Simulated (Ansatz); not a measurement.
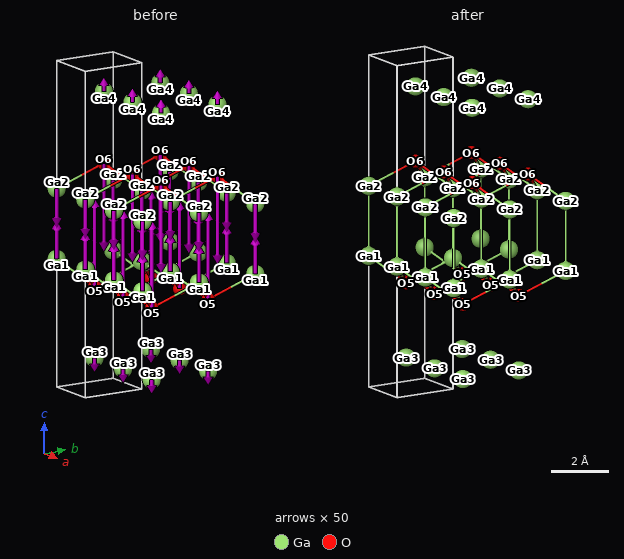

The structure of a crystal of Ga₂O (a generated structure, set up in P-3m1) before (left) and after (right) a relaxation, at one scale. The purple arrows give the displacements (the part carried along by the change of the cell is left out), 50 times their true length.

The picture is a ball-and-stick view of the cell of the calculation, repeated 3 × 2 × 1 with one cell outlined, seen slightly off an axis.

Case: volume × 1.02, shape and atoms relaxed.

These are results of DFT PBEsol, scalar-relativistic, plane waves, PAW (Ansatz 0.2.0), not measurements. (plane-wave cutoff 420 eV; k-point mesh 12 × 12 × 4; occupations fermi dirac; smearing width 0.15 eV; no spin polarisation; cell relaxed at fixed volume; force threshold 0.001 eV/Å; at most 60 steps)

Question: Summarise the run.

Answer: The largest moves relative to the cell, 0.064 Å, are those of O5 and O6. O6 goes along −c. By element the largest moves are O 0.064 Å, Ga 0.028 Å. The drawn cell changes at constant volume: a = b 3.054 → 3.028 Å (−0.8 %), c 11.621 → 11.820 Å (+1.7 %). Among the contacts that change: Ga1–O5 1.947 → 1.924 Å, Ga1–Ga2 2.509 → 2.495 Å. The space group stays P-3m1 (No. 164). After 8 accepted moves (11 points after the start) the energy has fallen by 1.4 meV per atom. The largest force component goes from 0.16 to under 0.0001 eV/Å. Pressure: −1.72 GPa at the start and −0.22 GPa at the end. The SCF was repeated 3 times at an unchanged geometry on a basis and grid sized afresh for the cell, which shifted the energy by 0.1 meV per atom at most.

Limits of the set-up: layers or molecules are held without a dispersion correction, so their spacing is unreliable.
